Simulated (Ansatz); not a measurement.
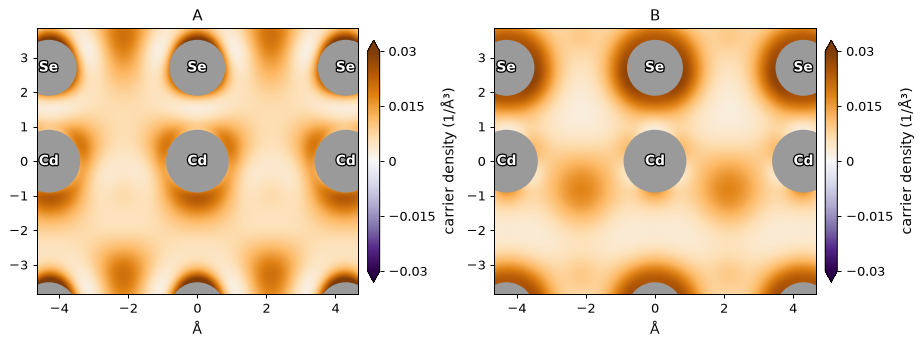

CdSe, doped once with holes and once with electrons (0.2 e in the calculation's cell of 4 atoms, uniform background, atoms fixed). Each panel shows the carrier's density (positive where it sits) on the (100) plane of the conventional cell; grey discs cover the cores. Cores are masked to 0.9 Å (Cd) and 0.8 Å (Se).

Space group P6_3mc; the calculation finds a residual pressure of about 3 GPa at this fixed cell.

Theory: Ansatz 0.2.0, DFT PBE, scalar-relativistic, plane waves, PAW.

Question: Which panel shows the hole and which the electron?

Answer: A is the electron: outside the cores it is densest at the edge of the masked core of Se; it divides as Se about 55 % and Cd about 45 %. B is the hole: outside the cores it is densest at the edge of the masked core of Se; it divides as Se about 70 % and Cd about 30 %. Shares are sums over atomic cells sized by the Bader volumes, which fill 40 % (Cd) and 60 % (Se) of the cell, so only an excess over these marks a preference; they are shares of the net change, screening included, and the band-edge orbitals themselves can be more concentrated.

Run times: 76 s (electron) and 71 s (hole), on 1 thread of Arm Neoverse N1 (shared host).
